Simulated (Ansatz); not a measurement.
```yaml
crystal:
  lattice:
    - [12.16492, 0.00000, -0.00952]
    - [0.00000, 3.72655, 0.00000]
    - [-1.91093, 0.00000, 6.26251]
  atoms:
    - { symbol: Ti, position: [0.30550, 0.50000, 0.71694] }
    - { symbol: Ti, position: [0.80550, 0.00000, 0.71694] }
    - { symbol: Ti, position: [0.10063, 0.00000, 0.70950] }
    - { symbol: Ti, position: [0.60063, 0.50000, 0.70950] }
    - { symbol: Ti, position: [0.19450, 0.00000, 0.28306] }
    - { symbol: Ti, position: [0.69450, 0.50000, 0.28306] }
    - { symbol: Ti, position: [0.39937, 0.50000, 0.29050] }
    - { symbol: Ti, position: [0.89937, 0.00000, 0.29050] }
    - { symbol: O, position: [0.05847, 0.00000, 0.37080] }
    - { symbol: O, position: [0.55847, 0.50000, 0.37080] }
    - { symbol: O, position: [0.13834, 0.50000, 0.70558] }
    - { symbol: O, position: [0.63834, 0.00000, 0.70558] }
    - { symbol: O, position: [0.13268, 0.00000, 0.00360] }
    - { symbol: O, position: [0.63268, 0.50000, 0.00360] }
    - { symbol: O, position: [0.44153, 0.50000, 0.62920] }
    - { symbol: O, position: [0.94153, 0.00000, 0.62920] }
    - { symbol: O, position: [0.23591, 0.50000, 0.34739] }
    - { symbol: O, position: [0.73591, 0.00000, 0.34739] }
    - { symbol: O, position: [0.36732, 0.50000, 0.99640] }
    - { symbol: O, position: [0.86732, 0.00000, 0.99640] }
    - { symbol: O, position: [0.26409, 0.00000, 0.65261] }
    - { symbol: O, position: [0.76409, 0.50000, 0.65261] }
    - { symbol: O, position: [0.36166, 0.00000, 0.29442] }
    - { symbol: O, position: [0.86166, 0.50000, 0.29442] }
```

Space group C2/m; a structure from a database of computed crystals, not necessarily the ambient phase; started from the database structure prototype, which need not be the ambient phase; computed without spin polarisation.

All numbers below come from DFT, r2SCAN+rVV10, plane waves, PAW (Ansatz 0.2.0).

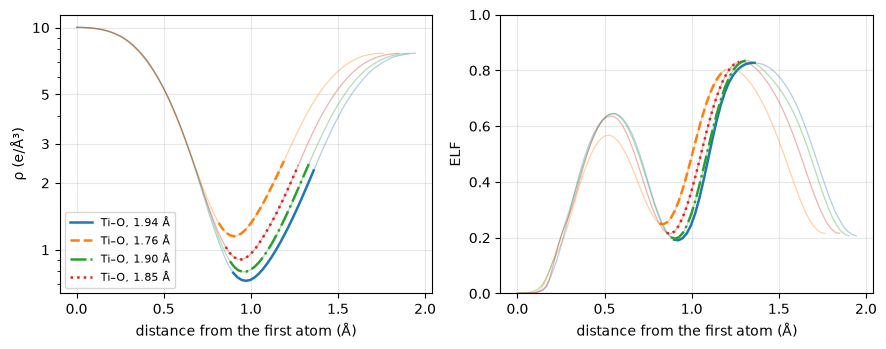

TiO$_{2}$. Valence electron density and electron localisation function along straight lines between neighbouring atoms. Thin, pale parts lie inside the atomic spheres.

Core electrons are frozen (PAW), and the valence fields are smoothed inside the atomic spheres.

Question: What can be read from the curves?

Answer: Ti–O (1.94 Å): the density is about 0.73 e/Å³ at the midpoint; the ELF peaks at about 0.85 in the valence shell of O, 0.6 Å from its nucleus, and is about 0.20 at the midpoint: no localised pair shows between them.
Ti–O (1.76 Å): ρ is about 1.2 e/Å³ halfway; the ELF peaks at about 0.80 in the valence shell of O, 0.5 Å from its nucleus, and is about 0.25 at the midpoint: no localised pair shows between them.
Ti–O (1.90 Å): ρ at the midpoint is about 0.8 e/Å³; the ELF peaks at about 0.85 in the valence shell of O, 0.6 Å from its nucleus, and is about 0.20 at the midpoint (no shared electron pair shows on this line).
Ti–O (1.85 Å): ρ at the midpoint is about 0.91 e/Å³; the ELF peaks at about 0.85 in the valence shell of O, 0.6 Å from its nucleus, and is about 0.25 at the midpoint; no shared electron pair shows on this line.
